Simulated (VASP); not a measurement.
# A VASP study of CdS (Greenockite) (LDA): structure first, properties next

What structure does CdS (Greenockite) take at this level, and what are its properties? The steps: relaxing cell and atoms (LDA), second relaxation, density, ELF and potential (LDA), band structure (LDA), total and projected DOS (LDA), independent-particle dielectric function (LDA), bands along the symmetry lines (LDA + SOC), bands along the symmetry lines (HSE06), band structure (TB-mBJ) and ionic relaxation at fixed cell (LDA), changed input. The start is a cell from a database of measured crystal structures.

Main program and level: VASP 6.6.1; LDA; plane waves and PAW (Cd, S), in the first sound run; inputs show where later runs differ.

The database entry behind the starting cell differs from later determinations by our own check (about 0.35 % long), so it need not match the best structure at ambient conditions.

## 1. The structure

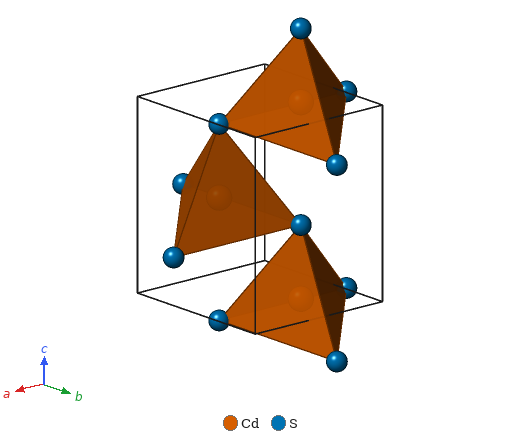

Start, viewed from a free direction; cadmium orange, sulfur blue. Some periodic images of atoms are drawn too.

## 2. Relaxing cell and atoms (LDA)

Properties are meant for the cell that this level of theory prefers, so cell and atoms are relaxed first (ISIF = 3) until forces and stress are small; EDIFFG sets the threshold. LDA, the lowest rung, knows the local density alone.

INCAR reads:

```
SYSTEM = CdS
PREC = Accurate
ENCUT = 400
EDIFF = 1E-06
NELM = 100
ISMEAR = 0
SIGMA = 0.05
LREAL = .FALSE.
ALGO = Normal
GGA = CA
NBANDS = 24
LORBIT = 11
LWAVE = .FALSE.
LCHARG = .FALSE.
KPAR = 4
IBRION = 2
NSW = 60
ISIF = 3
EDIFFG = -0.01
```

POSCAR reads:

```
CdS
1.0
    4.1500000000      0.0000000000      0.0000000000
   -2.0750000000      3.5940054257      0.0000000000
    0.0000000000      0.0000000000      6.7370000000
Cd S
2 2
Direct
    0.3333333333      0.6666666667      0.0000000000
    0.6666666667      0.3333333333      0.5000000000
    0.3333333333      0.6666666667      0.3750000000
    0.6666666667      0.3333333333      0.8750000000
```

KPOINTS reads:

```
Automatic mesh
0
Gamma
6 6 4
0 0 0
```

The projector-augmented-wave data sets are Cd and S (LDA family, release 64).

Launch:

```sh
mpirun -np 4 vasp_std
```

The log of the run:

```text
[banner, memory and clock lines left out]
running    4 mpi-ranks, on    1 nodes
 distrk:  each k-point on    1 cores,    4 groups
 distr:  one band on    1 cores,    1 groups

 POSCAR found type information on POSCAR CdS
 POSCAR found :  2 types and       4 ions
 LDA part: xc-table for (Slater(with rela. corr.)+CA(PZ))
 , standard interpolation
 POSCAR, INCAR and KPOINTS ok, starting setup
 FFT: planning ... GRIDC
 FFT: planning ... GRID_SOFT
 FFT: planning ... GRID
 WAVECAR not read
 entering main loop
       N       E                     dE             d eps       ncg     rms          rms(c)
DAV:   1     0.211780885226E+03    0.21178E+03   -0.15287E+04  1008   0.112E+03
DAV:   2    -0.534578379039E+01   -0.21713E+03   -0.21124E+03  1160   0.312E+02
DAV:   3    -0.157119710373E+02   -0.10366E+02   -0.10337E+02  1232   0.702E+01
DAV:   4    -0.158057587600E+02   -0.93788E-01   -0.93759E-01  1240   0.654E+00
DAV:   5    -0.158074418149E+02   -0.16831E-02   -0.16830E-02  1248   0.823E-01    0.112E+01
DAV:   6    -0.148227918666E+02    0.98465E+00   -0.20912E+00  1360   0.154E+01    0.869E+00
DAV:   7    -0.147884124389E+02    0.34379E-01   -0.66468E-01  1144   0.462E+00    0.369E+00
DAV:   8    -0.147762067775E+02    0.12206E-01   -0.10557E-01  1200   0.321E+00    0.494E-01
DAV:   9    -0.147741601610E+02    0.20466E-02   -0.18258E-02  1296   0.169E+00    0.134E-01
DAV:  10    -0.147739807409E+02    0.17942E-03   -0.11345E-03  1272   0.357E-01    0.835E-02
DAV:  11    -0.147739899480E+02   -0.92071E-05   -0.89320E-05  1200   0.598E-02    0.973E-02
DAV:  12    -0.147740159199E+02   -0.25972E-04   -0.52462E-05  1160   0.396E-02    0.166E-01
DAV:  13    -0.147742259302E+02   -0.21001E-03   -0.35111E-04  1072   0.783E-02    0.487E-01
DAV:  14    -0.147740557691E+02    0.17016E-03   -0.15552E-03  1056   0.172E-01    0.144E-01
DAV:  15    -0.147740713398E+02   -0.15571E-04   -0.52311E-05  1208   0.603E-02    0.237E-01
DAV:  16    -0.147740121920E+02    0.59148E-04   -0.79468E-05  1064   0.379E-02    0.108E-01
DAV:  17    -0.147740015458E+02    0.10646E-04   -0.41451E-05  1144   0.306E-02    0.339E-03
DAV:  18    -0.147740022614E+02   -0.71558E-06   -0.13883E-06   768   0.619E-03
   1 F= -.14774002E+02 E0= -.14774002E+02  d E =-.147740E+02
 curvature:   0.00 expect dE= 0.000E+00 dE for cont linesearch  0.000E+00
 trial: gam= 0.00000 g(F)=  0.759E-03 g(S)=  0.134E+00 ort = 0.000E+00 (trialstep = 0.100E+01)
 search vector abs. value=  0.135E+00
 bond charge predicted
       N       E                     dE             d eps       ncg     rms          rms(c)
DAV:   1    -0.165933962107E+02   -0.18194E+01   -0.36071E+01  1112   0.625E+01    0.940E+00
DAV:   2    -0.149479225992E+02    0.16455E+01   -0.49215E+00  1144   0.300E+01    0.298E+00
DAV:   3    -0.148296667056E+02    0.11826E+00   -0.49999E-01  1096   0.543E+00    0.250E+00
DAV:   4    -0.148186944675E+02    0.10972E-01   -0.23559E-02  1040   0.156E+00    0.101E+00
DAV:   5    -0.148136857661E+02    0.50087E-02   -0.73636E-03  1232   0.101E+00    0.502E-01
DAV:   6    -0.148135052670E+02    0.18050E-03   -0.16247E-03  1056   0.317E-01    0.792E-02
DAV:   7    -0.148134983316E+02    0.69354E-05   -0.70520E-05  1216   0.942E-02    0.379E-02
DAV:   8    -0.148134966434E+02    0.16881E-05   -0.90659E-06  1080   0.162E-02    0.102E-02
DAV:   9    -0.148134964467E+02    0.19675E-06   -0.89108E-07   584   0.117E-02
   2 F= -.14813496E+02 E0= -.14813496E+02  d E =-.394942E-01
[...]
3 F= -.14823134E+02 E0= -.14823134E+02  d E =-.491316E-01
[...]
4 F= -.14823118E+02 E0= -.14823118E+02  d E =-.491156E-01
[...]
5 F= -.14823188E+02 E0= -.14823188E+02  d E =-.698186E-04
[...]
6 F= -.14823189E+02 E0= -.14823189E+02  d E =-.713458E-04
 curvature:  -0.42 expect dE=-0.296E-04 dE for cont linesearch -0.230E-05
 ZBRENT: interpolating
 opt :   0.7350  next Energy=   -14.823191 (dE=-0.733E-04)
 bond charge predicted
       N       E                     dE             d eps       ncg     rms          rms(c)
DAV:   1    -0.148231936842E+02   -0.36967E-05   -0.61162E-04  1008   0.158E-01    0.177E-02
DAV:   2    -0.148231899062E+02    0.37780E-05   -0.15278E-05  1200   0.318E-02    0.763E-03
DAV:   3    -0.148231882112E+02    0.16950E-05   -0.17166E-06   664   0.107E-02    0.399E-03
DAV:   4    -0.148231878680E+02    0.34322E-06   -0.94038E-07   520   0.735E-03
   7 F= -.14823188E+02 E0= -.14823188E+02  d E =-.700384E-04
 curvature:  -0.36 expect dE=-0.200E-04 dE for cont linesearch -0.707E-06
 trial: gam=-0.06439 g(F)=  0.550E-05 g(S)=  0.505E-04 ort = 0.181E-04 (trialstep = 0.897E+00)
 search vector abs. value=  0.544E-04
 reached required accuracy - stopping structural energy minimisation
```

Run time: 15 s. Hardware: 4 MPI ranks of Intel Xeon 6975P-C (Granite Rapids), shared host; peak memory 0.72 GiB; 58 s of CPU time.

The logs omit lines about the potential files and the build; timing stands in the text.

OUTCAR, selected parts (step 2):

```text
ion  position               nearest neighbor table
   1  0.333  0.667  0.000-   3 2.53   4 2.54   4 2.54   4 2.54
   2  0.667  0.333  0.500-   4 2.53   3 2.54   3 2.54   3 2.54
   3  0.333  0.667  0.375-   1 2.53   2 2.54   2 2.54   2 2.54
   4  0.667  0.333  0.875-   2 2.53   1 2.54   1 2.54   1 2.54

  LATTYP: Found a hexagonal cell.
 ALAT       =     4.1500000000
 C/A-ratio  =     1.6233734940

 Subroutine GETGRP returns: Found 12 space group operations
 (whereof  6 operations were pure point group operations)

The static configuration has the point symmetry C_3v.
 The point group associated with its full space group is C_6v.

 Found     21 irreducible k-points:

   k-points           NKPTS =     21   k-points in BZ     NKDIM =     21   number of bands    NBANDS=     24

   dimension x,y,z NGX =    28 NGY =   28 NGZ =   48
   dimension x,y,z NGXF=    56 NGYF=   56 NGZF=   96

   ENCUT  =  400.0 eV  29.40 Ry    5.42 a.u.   6.77  6.77 10.99*2*pi/ulx,y,z

   NELECT =      36.0000    total number of electrons

 k-points in reciprocal lattice and weights: Automatic mesh
   0.00000000  0.00000000  0.00000000       0.007
   0.16666667 -0.00000000  0.00000000       0.042
   0.33333333  0.00000000  0.00000000       0.042
   0.50000000 -0.00000000  0.00000000       0.021
   0.16666667  0.16666667  0.00000000       0.042
   0.33333333  0.16666667  0.00000000       0.083
   0.33333333  0.33333333  0.00000000       0.014
   0.00000000  0.00000000  0.25000000       0.014
   0.16666667 -0.00000000  0.25000000       0.083
[...]
0.33333333  0.16666667  0.50000000       0.083
   0.33333333  0.33333333  0.50000000       0.014

 average (electrostatic) potential at core
       1 -39.8768       2 -39.8768       3 -89.6001       4 -89.6001

 E-fermi :   1.6563

 k-point     1 :       0.0000    0.0000    0.0000
  band No.  band energies     occupation
    ...
     14       0.6169      2.00000
     15       0.6169      2.00000
     16       1.3868      2.00000
     17       1.4486      2.00000
     18       1.4486      2.00000
     19       2.4928      0.00000
     20       4.0768      0.00000
     21       7.7351      0.00000
     22       7.7351      0.00000
     23       8.0183      0.00000
    ...

 k-point     2 :       0.1667   -0.0000    0.0000
  band No.  band energies     occupation
    ...
     14      -0.4475      2.00000
     15       0.1542      2.00000
     16       0.2669      2.00000
     17       1.1646      2.00000
     18       1.2403      2.00000
     19       3.6978      0.00000
     20       4.9962      0.00000
     21       6.9897      0.00000
     22       8.0803      0.00000
     23       8.1231      0.00000
    ...

 k-point     3 :       0.3333    0.0000    0.0000
  band No.  band energies     occupation
    ...
     14      -1.7741      2.00000
     15      -1.2857      2.00000
     16      -0.3357      2.00000
     17       0.5227      2.00000
     18       0.8230      2.00000
     19       4.7789      0.00000
     20       5.2651      0.00000
     21       6.6206      0.00000
     22       7.5160      0.00000
     23       8.3750      0.00000
    ...

  Total       -0.0388606     -0.0388606     -0.0342031      0.0000000      0.0000000      0.0000000
  in kB       -0.6501546     -0.6501546     -0.5722323      0.0000000      0.0000000      0.0000000
  external PRESSURE =      -0.6241805 kB  Pullay stress =       0.0000000 kB

  energy-cutoff  :      400.00
  volume of cell :       95.76
      direct lattice vectors                 reciprocal lattice vectors
     4.078494847  0.000000000  0.000000000     0.245188492  0.141559642 -0.000000000
    -2.039247424  3.532080147  0.000000000     0.000000000  0.283119283  0.000000000
     0.000000000 -0.000000000  6.647720431     0.000000000  0.000000000  0.150427505

 POSITION                                       TOTAL-FORCE (eV/Angst)
 -----------------------------------------------------------------------------------
     -0.00000      2.35472      6.64497        -0.000000      0.000000     -0.005338
      2.03925      1.17736      3.32111        -0.000000      0.000000     -0.005338
     -0.00000      2.35472      2.49564         0.000000     -0.000000      0.005338
      2.03925      1.17736      5.81950         0.000000     -0.000000      0.005338
 -----------------------------------------------------------------------------------
    total drift:                               -0.000000      0.000000     -0.001396

  FREE ENERGIE OF THE ION-ELECTRON SYSTEM (eV)
  ---------------------------------------------------
  free  energy   TOTEN  =       -14.8231878680 eV

  energy  without entropy=      -14.8231878679  energy(sigma->0) =      -14.82318787

 reached required accuracy - stopping structural energy minimisation

 total charge
# of ion       s       p       d       tot
------------------------------------------
    1        0.447   0.356   9.552  10.355
    2        0.447   0.356   9.552  10.355
    3        1.322   2.393   0.000   3.715
    4        1.322   2.393   0.000   3.715
--------------------------------------------------
tot          3.538   5.497  19.105  28.139

[... 3 further parts left out ...]
```

The gap is read on the k-mesh alone, so it is an upper bound where the band edges lie off the mesh. The run keeps the 12 symmetry operations of its start, so it cannot find a distortion of lower symmetry.

Step by step:

```
step  energy less that of the first step (eV)  largest force (eV/Å)  pressure (GPa)  volume (Å³)
   1                                   0.0000                0.0627           -3.06       100.48
   2                                  -0.0395                0.0048            1.58        93.67
   3                                  -0.0491                0.0202            0.02        95.66
   4                                  -0.0491                0.0211           -0.06        95.75
   5                                  -0.0492                0.0010           -0.06        95.77
   6                                  -0.0492                0.0030           -0.07        95.77
   7                                  -0.0492                0.0053           -0.06        95.76
```

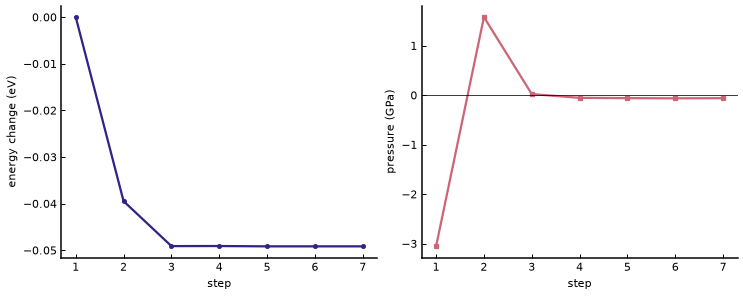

Energy and pressure along the relaxation.

```
conventional cell, symmetrised  before  after  change
                         a (Å)   4.150  4.078  -1.7 %
                         b (Å)   4.150  4.078  -1.7 %
                         c (Å)   6.737  6.648  -1.3 %
              volume (Å³/atom)   25.12  23.94  -4.7 %
```

Final coordinates:

```xyz
4
Lattice="4.0785 0.0000 0.0000 -2.0392 3.5321 0.0000 0.0000 0.0000 6.6477" Properties=species:S:1:pos:R:3 pbc="T T T"
Cd    0.0000    2.3547   -0.0027
Cd    2.0392    1.1774    3.3211
S     0.0000    2.3547    2.4956
S     2.0392    1.1774    5.8195
```

This step gave:

```yaml
electrons: 36
bands: 24
irreducible_k_points: 21
symmetry_operations: 12
free_energy_toten: -14.82 eV
fermi_energy: 1.656 eV
pressure: -0.06242 GPa
metallic: no
valence_top_at_k: 0, 0, 0
conduction_bottom_at_k: 0, 0, 0
least_direct_gap_at_k: 0, 0, 0
scf_cycles_over_all_ionic_steps: 50
gap_on_the_k_mesh: 1.044 eV
least_direct_gap_on_the_k_mesh: 1.044 eV
```

It ends with a largest force of 0.005 eV/Å and a pressure of -0.06 GPa. The volume lies -4.7 % from that of the database's start, which holds the thermal and zero-point expansion of its experiment. LDA is known to overbind.

(Part 1 of 6 ends here.)

[Lines on the potential files, build, host, timing and source positions are cut from VASP's logs without a mark.]

[Logs are printed without paths, hosts, clocks, repeated set-up lines and the standing remarks that a program may print on its own settings, such as how far it seeks lower states.]

[Hosts, paths, dates, database ids (printed as entryN), source tags and the programs' standing remarks are cut or masked in the printed files.]

[A measured line is paired with the nearest computed mode of its activity, which favours agreement.]
